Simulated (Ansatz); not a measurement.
The compound is MgO (space group F-43m, No. 216), taken as the input geometry of an electronic-structure calculation (not necessarily at equilibrium); the starting structure was generated, so it need not be a known form of this composition.

Space group F-43m (No. 216). a = 4.564 Å, b = 4.564 Å, c = 4.564 Å, α = 90.00°, β = 90.00°, γ = 90.00°
```tsv
atom	site	symmetry	x	y	z
Mg	4a	-43m	0.0000	0.0000	0.0000
O	4c	-43m	0.2500	0.7500	0.7500
```

Bonds are taken as Mg–O below 2.2 Å. The graph is simplified in the usual way: terminal and isolated atoms are pruned, two-connected atoms become edges.

What net does this leave?

The result is a uninodal 4-connected, three-periodic net: Mg and O are 4-connected nodes. It is the dia net, known from diamond, zinc blende and cristobalite. It is a single net, without interpenetration.

```
    node  links  point symbol  coordination sequence
Mg and O      4           6^6       4 12 24 42 64 92
```

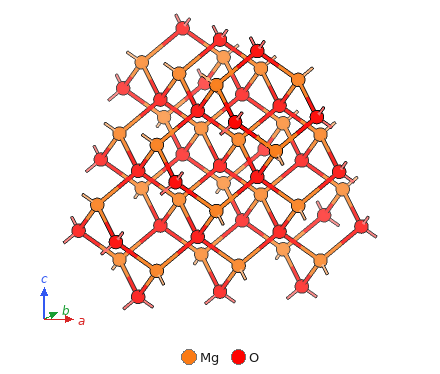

Nodes are coloured by element. Edges to nodes outside the piece are drawn as stubs.
